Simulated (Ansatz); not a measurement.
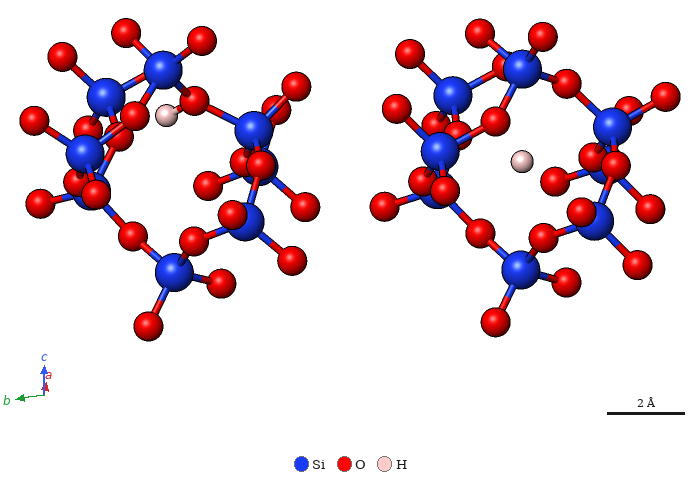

Two geometries of a defect cell of composition Si24O48H (cell charge +1), drawn at one scale. One is the start of a relaxation, the other its converged end. Style: ball-and-stick. Shown: the atoms within 5.0 Å of the atom that moves most (axes of the cell of the calculation, reduced to other axes (origin shifted)), from a free direction. Lengths and directions refer to the drawn axes.

Computed with DFT, PBEsol, PAW, plane waves in Ansatz 0.2.0. Set-up: plane-wave cutoff 420 eV; k-point mesh 1 × 1 × 1; mesh shifted by (0.25, 0.25, 0.25); no spin polarisation; atoms relaxed in a fixed cell; force threshold 0.03 eV/Å; at most 80 steps.

### Which one is relaxed?

The left one is the relaxed one. After 15 geometry steps the energy has fallen by 4.994 eV per cell of the calculation. Largest force component: 2.9 eV/Å at the start, 0.023 eV/Å at the end. The H atom moves most: 1.31 Å along [3 1 3]. By element the largest moves are H 1.31 Å, O 0.76 Å, Si 0.26 Å. The cell doesn't change. Among the contacts that change: H–O 2.365 → 1.052 Å, O–Si 1.596 → 1.738 Å, O–Si 1.581 → 1.667 Å, O–Si 1.612 → 1.679 Å. New bonds form: H–O (2.37 → 1.05 Å). Among the angles between lasting bonds that change: Si–O–Si 145.2° → 133.0°, Si–O–Si 142.7° → 153.7°, Si–O–Si 143.0° → 134.0°.

Limits of the set-up: the cell is charged, on a uniform background, and energies carry no finite-size correction.
